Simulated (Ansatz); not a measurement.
Input file:

```
crystal:
  lattice:
    - [5.7070863106, 0.0, 0.0]
    - [-2.8535431553, 4.9424817266, 0.0]
    - [0.0, 0.0, 34.2605580927]
  atoms:
    - { symbol: Al, position: [0.1666666667, 0.3333333333, 0.1167523305] }
    - { symbol: Al, position: [0.1666666667, 0.8333333333, 0.1167523305] }
    - { symbol: Al, position: [0.6666666667, 0.3333333333, 0.1167523305] }
    - { symbol: Al, position: [0.6666666667, 0.8333333333, 0.1167523305] }
    - { symbol: Al, position: [0.0, 0.0, 0.1852090274] }
    - { symbol: Al, position: [0.0, 0.5, 0.1852090274] }
    - { symbol: Al, position: [0.5, 0.0, 0.1852090274] }
    - { symbol: Al, position: [0.5, 0.5, 0.1852090274] }
    - { symbol: Al, position: [0.3333333333, 0.1666666667, 0.2536657244] }
    - { symbol: Al, position: [0.3333333333, 0.6666666667, 0.2536657244] }
    - { symbol: Al, position: [0.8333333333, 0.1666666667, 0.2536657244] }
    - { symbol: Al, position: [0.8333333333, 0.6666666667, 0.2536657244] }
    - { symbol: Al, position: [0.0, 0.0, 0.3221224214] }
    - { symbol: Al, position: [0.0, 0.5, 0.3221224214] }
    - { symbol: Al, position: [0.5, 0.0, 0.3221224214] }
    - { symbol: Al, position: [0.5, 0.5, 0.3221224214] }
    - { symbol: Al, position: [0.1666666667, 0.3333333333, 0.3899858423] }
    - { symbol: Al, position: [0.1666666667, 0.8333333333, 0.3899858423] }
    - { symbol: Al, position: [0.6666666667, 0.3333333333, 0.3899858423] }
    - { symbol: Al, position: [0.6666666667, 0.8333333333, 0.3899858423] }
    - { symbol: Al, position: [0.0, 0.0, 0.457816858] }
    - { symbol: Al, position: [0.0, 0.5, 0.457816858] }
    - { symbol: Al, position: [0.5, 0.0, 0.457816858] }
    - { symbol: Al, position: [0.5, 0.5, 0.457816858] }
    - { symbol: Al, position: [0.3333333333, 0.1666666667, 0.5268325045] }
    - { symbol: Al, position: [0.3333333333, 0.6666666667, 0.5268325045] }
    - { symbol: Al, position: [0.8333333333, 0.1666666667, 0.5268325045] }
    - { symbol: Al, position: [0.8333333333, 0.6666666667, 0.5268325045] }
    - { symbol: Al, position: [0.0, 0.0, 0.595090173] }
    - { symbol: Al, position: [0.0, 0.5, 0.595090173] }
    - { symbol: Al, position: [0.5, 0.0, 0.595090173] }
    - { symbol: Al, position: [0.5, 0.5, 0.595090173] }
    - { symbol: Al, position: [0.1666666667, 0.3333333333, 0.6643370499] }
    - { symbol: Al, position: [0.1666666667, 0.8333333333, 0.6643370499] }
    - { symbol: Al, position: [0.6666666667, 0.3333333333, 0.6643370499] }
    - { symbol: Al, position: [0.6666666667, 0.8333333333, 0.6643370499] }
basis:
  ecutwfc: 420
kpoints:
  mp_grid: { grid: [6, 6, 1] }
hamiltonian:
  xc: pbe
  pseudopotentials: { kind: paw, azcp: { folder: soft_1 } }
scf:
  occupations: { method: gaussian, width: 0.1 }
output:
  forces: true
  eigenvalues: true
  write_density: true
  write_potential: true
  elf: true
  volumetric_format: npy
efield:
  axis: 3
  dipole_correction: true
  ramp_width: 0.04
```

Command:

```sh
ansatz run input.yaml --threads 4 --pin off --max-ram 12288MiB --backend cpu --events-out ev --progress --plain --runs-dir out
```

PAW files of the earlier set (soft_1).

All numbers below come from DFT PBE, scalar-relativistic, plane waves, PAW (Ansatz).

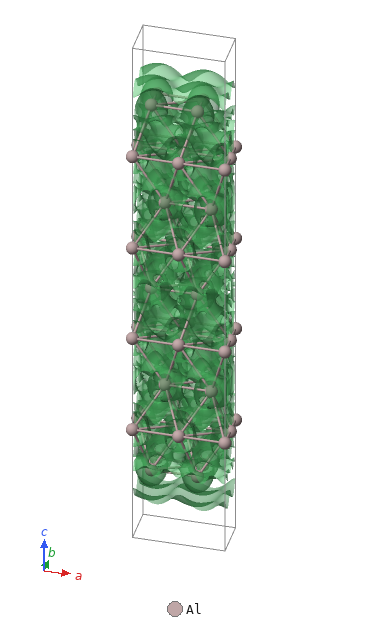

Al (slab). Isosurface of the ELF at 0.55 (green), seen at an oblique angle. Core shells and regions of very low density are left out. Sticks mark near contacts.

Question: Describe the localisation domains.

Answer: The surface consists of sheets that run through the cell in two directions, counted in one cell of 36 atoms. Counts are for one cell; the picture repeats the cell along the surface. There are no localised bonds or lone pairs at this value.

Values along the shortest contacts:
Al–Al (2.85 Å): the ELF peaks at about 0.65 between the atoms.

Question: Does the calculation make it a metal, or give it a gap?

Answer: It is metallic or semimetallic at this level of theory: no gap opens.
